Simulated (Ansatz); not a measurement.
AlGa$_{2}$N$_{2}$: geometry relaxation (part 2 of 2)

Continued. System: AlGa$_{2}$N$_{2}$ (I4/mmm, 5 atoms in the cell). Method: DFT PBE, scalar-relativistic, plane waves, PAW, no spin polarisation (Ansatz 0.2.0); cutoff 420 eV, 12×12×12 k-mesh, Gaussian smearing of 0.1 eV. The structure was made by a generator, so it may or may not be a known phase.

Geometry of the input (Å; fractional positions):
```
-2.0643  2.0643  4.6207
2.0643  -2.0643  4.6207
2.0643  2.0643  -4.6207
Al 0.5000  0.5000  0.0000
Ga 0.7500  0.2500  0.5000
Ga 0.2500  0.7500  0.5000
N  0.3004  0.3004  0.0000
N  0.6996  0.6996  -0.0000
```

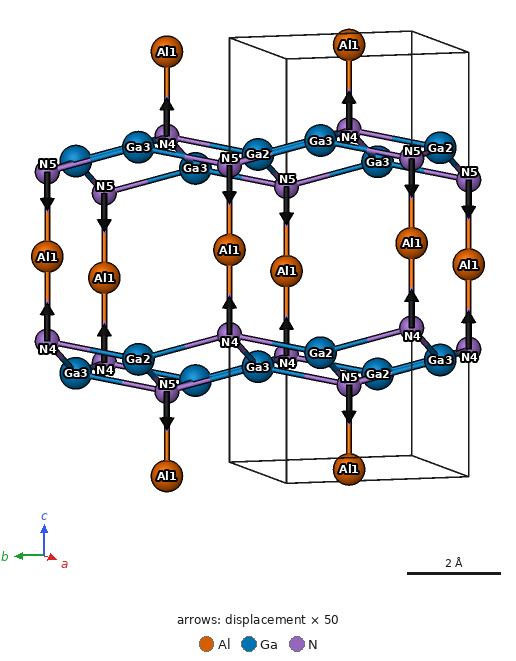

Figure 1. The starting structure with the displacements (without the part carried along by the change of the cell) as black arrows, magnified 50 times (ball-and-stick view of the cell 2 times as large as that of the calculation, set on its symmetry axes, repeated 1 × 2 × 1, seen at an oblique angle). The energy falls by 0.5 meV per atom in 3 geometry steps. The largest force component goes from 0.1 to 0.0036 eV/Å. The pressure goes from 0.43 to −0.02 GPa. The basis was re-selected once at an unchanged geometry, which shifts the energy a little without any move. The largest moves relative to the cell, 0.017 Å, are those of N4 and N5. Ga and Al stay in place. The drawn cell changes as follows: a = b 4.129 → 4.142 Å (+0.3 %), c 9.241 → 9.296 Å (+0.6 %); the volume changes by +1.2 %. Among the contacts that change: Ga2–N4 2.116 → 2.127 Å, Al1–N4 1.845 → 1.839 Å. The space group stays I4/mmm (No. 139). The energy change given includes the shifts at the re-selections in mid-walk, which come without any move. A last SCF at the same geometry on a re-selected plane-wave basis shifts the energy by next to nothing (0.0 meV per atom). (Atoms are counted from 1 in the order of the input.)

```
basis re-selected at this cell: Δ(F+E_penalty+E_count) = -2.159e-4 eV, ΔP = +0.002 GPa vs the last step (what re-selecting the basis moved, of the pressure what is left beyond the Pulay correction that the steps carried, after the strain that the cell walked since its last selection, with what the two solves' SCF thresholds leave and, on support functions, any second-order correction that the steps lacked; it is no measure of the basis error at this ecutwfc). This SCF's stress stands 1.90e-2 GPa from its target on what of the cell is left free (relax.cell.stress_tol is 5.00e-2 GPa) and its largest allowed force component is 3.60e-3 eV/Å (relax.f_tol is 1.00e-2 eV/Å): within both
SCF converged after 4 iterations
Free energy (F): -8869.808230 eV
Harris-Foulkes:  -8869.808230 eV  (|F-HF|=1.82e-11)
Internal energy: -8869.800186 eV  (E = F + TS)
E sigma→0 (E₀):  -8869.804208 eV
Entropy (-TS):   -0.008045 eV (-1.609 meV/atom)
Fermi energy:    7.738112 eV
--- Per-component energies (eV) ---
  E_band       = -144.877638
  E_kinetic    = 511.176870
  E_local      = -5383.654748  (includes V_loc(G=0)·N_el)
  E_nonlocal   = 956.129047
  E_hartree    = 2468.514072
  E_xc         = -295.108749
  E_vxc        = -293.874802  (∫ρ·V_xc dr)
  E_paw        = -4703.461911  (= ΣΔE_a)
  E_vpaw       = -871.682282  (= ΣTr[D̂ρ^β])
  E_aug_tail   = -0.000040  (compensation charges beyond the density's cutoff)
  E_ewald      = -2423.394726
  E_smearing   = -0.008045  (= −TS)
  E_closure    = 0.000000  (closes the sum)
  Σ components = -8869.808230   (vs F -8869.808230, Δ=0.00e0)
--- Forces (eV/Å), atoms counted from 1 ---
  atom   1  Al    -0.00000000     0.00000000     0.00000000
  atom   2  Ga     0.00000000     0.00000000     0.00000000
  atom   3  Ga     0.00000000     0.00000000     0.00000000
  atom   4  N      0.00000000     0.00000000     0.00359780
  atom   5  N      0.00000000     0.00000000    -0.00359780
  max |Σ_I F_I| component: 1.30e-18 eV/Å
--- Stress (GPa, compression-positive) ---
       -0.016147      -0.000000       0.000000
       -0.000000      -0.016147       0.000000
        0.000000       0.000000      -0.019045
  P = ⅓ Tr σ = -0.0171 GPa (-0.171 kbar)
--- Band table (eV; the first three rows and the last of 163) ---
  k-point 0: bands = ["-9.7293", "-9.1890", "-7.9292", "-7.8496", "-7.8496", "-7.7366", "-7.7366", "-7.7226", "-7.6487", "-7.5692", "-7.5210", "-5.6835", "1.1270", "1.1270", "1.5724", "2.6815", "3.8391", "3.8391", "4.0614", "5.5498", "9.4787", "10.2826", "10.4602", "10.8200", "10.8200"]
  k-point 1: bands = ["-9.6642", "-9.1588", "-7.9204", "-7.8553", "-7.8421", "-7.7485", "-7.7388", "-7.7263", "-7.6615", "-7.5567", "-7.5382", "-5.7814", "0.8595", "1.1657", "1.4986", "2.9012", "2.9994", "3.8318", "4.9123", "6.0225", "8.9702", "9.9402", "10.3797", "11.1344", "11.5893"]
  k-point 2: bands = ["-9.4797", "-9.0697", "-7.9098", "-7.8532", "-7.8222", "-7.7801", "-7.7603", "-7.7266", "-7.6953", "-7.5794", "-7.5242", "-6.0471", "0.3001", "1.1296", "1.3333", "2.3105", "3.4380", "3.7920", "5.7575", "7.1761", "8.3837", "9.6451", "10.1802", "11.4717", "12.9234"]
  k-point 162: bands = ["-9.5967", "-9.2642", "-7.9289", "-7.8465", "-7.8465", "-7.7375", "-7.7375", "-7.7278", "-7.6486", "-7.5210", "-7.4729", "-5.9386", "0.9524", "0.9801", "0.9801", "2.5465", "4.0518", "4.0518", "5.0825", "6.7911", "7.5534", "11.5734", "11.6503", "11.6503", "12.0591"]
--- Relaxed structure (4 steps of the walk, 4 accepted, 2 SCFs on fresh bases) ---
  F+E_penalty+E_count = -8869.80823016 eV   max|allowed force component| = 3.598e-3 eV/Å   (the final SCF, on the basis selected at the relaxed cell)
  cell:  # Å, volume = 79.7313 Å³
    - [-2.0708224550253975, 2.0708224550253975, 4.6481825465883135]
    - [2.0708224550253975, -2.0708224550253975, 4.6481825465883135]
    - [2.0708224550253975, 2.0708224550253975, -4.6481825465883135]
  atoms:
    - { symbol: Al, position: [0.49999999999999994, 0.49999999999999994, 7.417421028926827e-35] }
    - { symbol: Ga, position: [0.7499999999999999, 0.25, 0.49999999999999994] }
    - { symbol: Ga, position: [0.25, 0.7499999999999999, 0.49999999999999994] }
    - { symbol: N, position: [0.30221930312396733, 0.30221930312396733, 1.5252378764976483e-34] }
    - { symbol: N, position: [0.6977806968760327, 0.6977806968760327, 1.4815787390976486e-34] }
```

**Trajectory as extended XYZ (Å, eV, eV/Å), 6 frames, from step=1 to step=6**
```
5
Lattice="-2.0643 2.0643 4.6207 2.0643 -2.0643 4.6207 2.0643 2.0643 -4.6207" Properties=species:S:1:pos:R:3:forces:R:3 step=1 energy=-8869.80563 pressure_GPa=0.43
Al    0.0000    0.0000    4.6207    0.0000   0.0000   0.0000
Ga    0.0000    2.0643    2.3104    0.0000   0.0000   0.0000
Ga    2.0643    0.0000    2.3104    0.0000   0.0000   0.0000
N     0.0000    0.0000    2.7758    0.0000   0.0000   0.1021
N     0.0000    0.0000    6.4657    0.0000   0.0000  -0.1021
5
Lattice="-2.0664 2.0664 4.6283 2.0664 -2.0664 4.6283 2.0664 2.0664 -4.6283" Properties=species:S:1:pos:R:3:forces:R:3 step=2 energy=-8869.80634 pressure_GPa=0.24
Al    0.0000    0.0000    4.6283    0.0000   0.0000   0.0000
Ga    0.0000    2.0664    2.3142    0.0000   0.0000   0.0000
Ga    2.0664    0.0000    2.3142    0.0000   0.0000   0.0000
N     0.0000    0.0000    2.7846    0.0000   0.0000   0.0832
N     0.0000    0.0000    6.4721    0.0000   0.0000  -0.0832
5
Lattice="-2.0702 2.0702 4.6447 2.0702 -2.0702 4.6447 2.0702 2.0702 -4.6447" Properties=species:S:1:pos:R:3:forces:R:3 step=3 energy=-8869.80663 pressure_GPa=0.04
Al    0.0000    0.0000    4.6447    0.0000   0.0000   0.0000
Ga    0.0000    2.0702    2.3224    0.0000   0.0000   0.0000
Ga    2.0702    0.0000    2.3224    0.0000   0.0000   0.0000
N     0.0000    0.0000    2.8065    0.0000   0.0000  -0.0021
N     0.0000    0.0000    6.4829    0.0000   0.0000   0.0021
5
Lattice="-2.0702 2.0702 4.6447 2.0702 -2.0702 4.6447 2.0702 2.0702 -4.6447" Properties=species:S:1:pos:R:3:forces:R:3 step=4 energy=-8869.80819 pressure_GPa=0.07
Al    0.0000    0.0000    4.6447    0.0000   0.0000   0.0000
Ga    0.0000    2.0702    2.3224    0.0000   0.0000   0.0000
Ga    2.0702    0.0000    2.3224    0.0000   0.0000   0.0000
N     0.0000    0.0000    2.8065    0.0000   0.0000  -0.0024
N     0.0000    0.0000    6.4829    0.0000   0.0000   0.0024
5
Lattice="-2.0708 2.0708 4.6482 2.0708 -2.0708 4.6482 2.0708 2.0708 -4.6482" Properties=species:S:1:pos:R:3:forces:R:3 step=5 energy=-8869.80801 pressure_GPa=-0.02
Al    0.0000    0.0000    4.6482    0.0000   0.0000   0.0000
Ga    0.0000    2.0708    2.3241    0.0000   0.0000   0.0000
Ga    2.0708    0.0000    2.3241    0.0000   0.0000   0.0000
N     0.0000    0.0000    2.8095    0.0000   0.0000   0.0036
N     0.0000    0.0000    6.4868    0.0000   0.0000  -0.0036
5
Lattice="-2.0708 2.0708 4.6482 2.0708 -2.0708 4.6482 2.0708 2.0708 -4.6482" Properties=species:S:1:pos:R:3:forces:R:3 step=6 energy=-8869.80823 pressure_GPa=-0.02
Al    0.0000    0.0000    4.6482    0.0000   0.0000   0.0000
Ga    0.0000    2.0708    2.3241    0.0000   0.0000   0.0000
Ga    2.0708    0.0000    2.3241    0.0000   0.0000   0.0000
N     0.0000    0.0000    2.8095    0.0000   0.0000   0.0036
N     0.0000    0.0000    6.4868    0.0000   0.0000  -0.0036
```

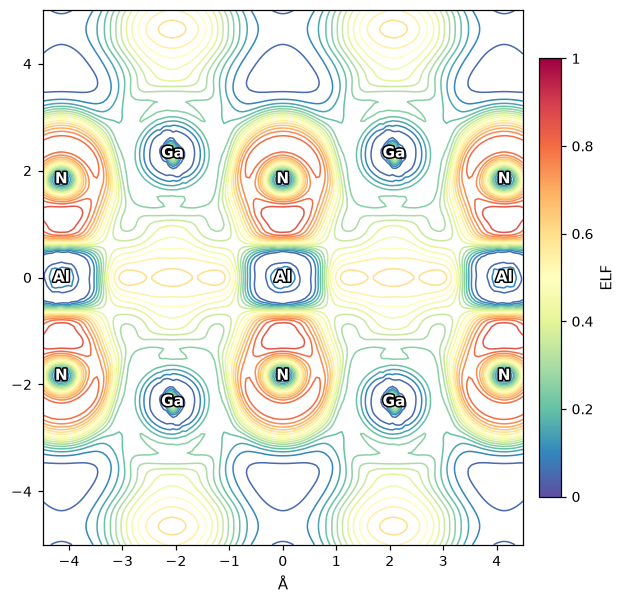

Figure 2. ELF on the (010) plane of the conventional cell. Atoms in the plane: Al, Ga and N. Al–N (1.84 Å): the ELF is about 0.90 at the midpoint. Ga–N (2.13 Å): the ELF is about 0.35 at the midpoint; no shared pair; the contact is polar. 5. The strong features right at Ga lie inside the PAW spheres (semicore, d or f shells) and say nothing about bonding. In a PAW calculation such maps are meaningful between the atoms, not at the nuclei.

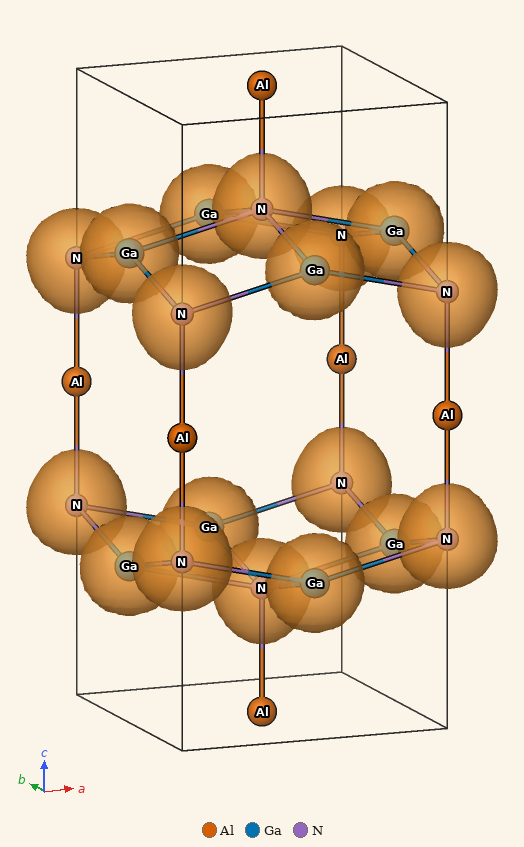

Figure 3. Isosurface of the valence charge density (pseudo) at 1 e/Å³ (orange), seen slightly off an axis. Sticks mark near contacts. The outline is the cell set on symmetry axes. At this value the density breaks into separate islands; it holds about 65 % of the electrons treated as valence (semicore included). It is pinched off along the Al–N (1.84 Å) and Ga–N (2.13 Å) contacts. On the grid the lowest density along these lines, outside the cores, is 0.63 e/Å³ (Al–N, 1.84 Å) and 0.5 e/Å³ (Ga–N, 2.13 Å).

**Summary**

| quantity | value |
| --- | --- |
| outcome | converged |
| space group (tolerance 0.01 Å) | I4/mmm (139) |
| electrons treated | 39 |
| free energy | −8869.8082 eV |
| Fermi energy | 7.738 eV |
| gap on the k-point mesh | none (metallic) |
| pressure | −0.02 GPa |
| final volume | 79.73 Å³ |
| largest force (length of the vector) at the end | 0.004 eV/Å |
| final cell | a = 5.494 Å, b = 5.494 Å, c = 5.494 Å, α = 135.71°, β = 135.71°, γ = 64.43° |
| hardware | 1 thread of Intel Xeon @ 2.50GHz (Skylake/Cascade Lake), 189 GiB of memory available, shared host |
| wall time | 3.8 min |
| peak memory | 0.6 GiB |

**Remarks**

The cell holds an odd number of electrons but the run has no spin polarisation, so a band is left half filled.
